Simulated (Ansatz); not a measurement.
Consider this structure, Si.

```
Si
1.0
     4.63363    0.00000    0.00000
     0.00000    7.03490    0.00000
     0.00000    0.00000    5.04581
Si
10
Direct
  0.50000 0.67611 0.25438
  0.50000 0.32389 0.74562
  0.50000 0.32389 0.25438
  0.50000 0.67611 0.74562
  0.50000 0.00000 0.00000
  0.00000 0.17611 0.25438
  0.00000 0.82389 0.74562
  0.00000 0.82389 0.25438
  0.00000 0.17611 0.74562
  0.00000 0.50000 0.00000
```

It is based on coordinates from a relaxation with DFT PBE, scalar-relativistic, plane waves, PAW (Ansatz); the starting structure was generated, so it need not be a known form of this composition.

Question: Where will the first 4 clear peaks of its X-ray PDF lie (peak width σ = 0.08 Å), and from which pairs do they come?

Answer: 1. 2.55 Å: Si–Si at 2.48–2.62 Å
2. 2.92 Å: Si–Si at 2.92 Å
3. 3.56 Å: Si–Si at 3.50–3.61 Å
4. 4.21 Å: Si–Si at 4.21 Å

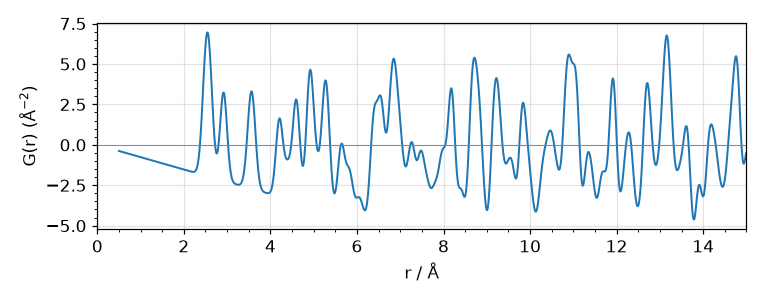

The curve is a calculated X-ray PDF: distances of the static structure, each pair weighted by the product of the atomic numbers (X-ray weights at Q = 0), broadened by Gaussians with σ = 0.08 Å. There is no Q-range truncation.
